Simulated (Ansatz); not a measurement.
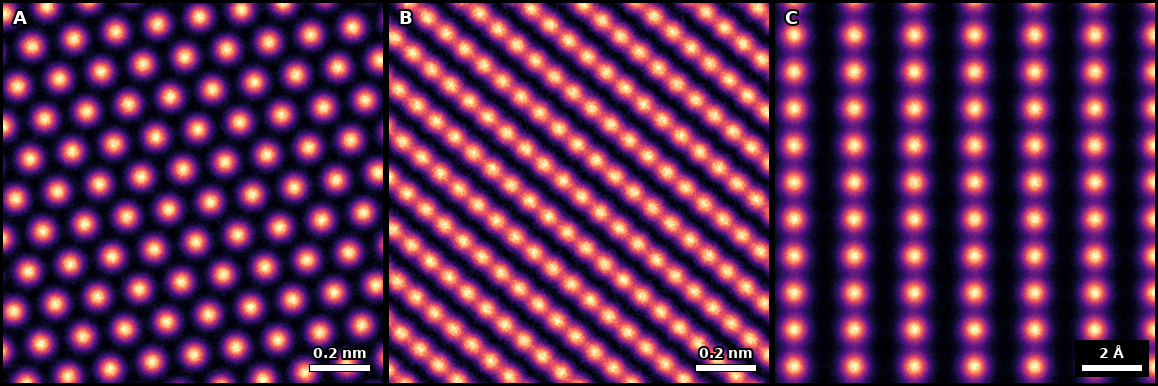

Three views of Cu (Fm-3m, No. 225) along different zone axes. Simulated as the projected potential of neutral atoms (B = 0.8 Å²) blurred by a 0.50 Å probe, the thin-sample limit of integrated differential phase contrast. Shot noise was added. Atomic positions: coordinates from a relaxation with DFT PBEsol, scalar-relativistic, plane waves, PAW (Ansatz); the starting structure was generated, so it need not be a known form of this composition.

```cif
data_structure
_symmetry_space_group_name_H-M 'Fm-3m'
_symmetry_Int_Tables_number 225
_cell_length_a 3.5638
_cell_length_b 3.5638
_cell_length_c 3.5638
_cell_angle_alpha 90.000
_cell_angle_beta 90.000
_cell_angle_gamma 90.000
_cell_volume 45.26
loop_
_atom_site_label
_atom_site_type_symbol
_atom_site_symmetry_multiplicity
_atom_site_Wyckoff_symbol
_atom_site_fract_x
_atom_site_fract_y
_atom_site_fract_z
_atom_site_occupancy
Cu1 Cu 4 b 0.50000 0.00000 0.00000 1
```

Q: Match the panels to the zone axes [111], [211] and [221].

A is [111]: projected cell 1.45 × 1.45 Å, 120°, plane group p6mm. B is [221]: projected cell 0.84 × 1.33 Å, 108°, plane group c2mm. C is [211]: projected cell 1.26 × 2.06 Å, 90°, plane group p2mm.
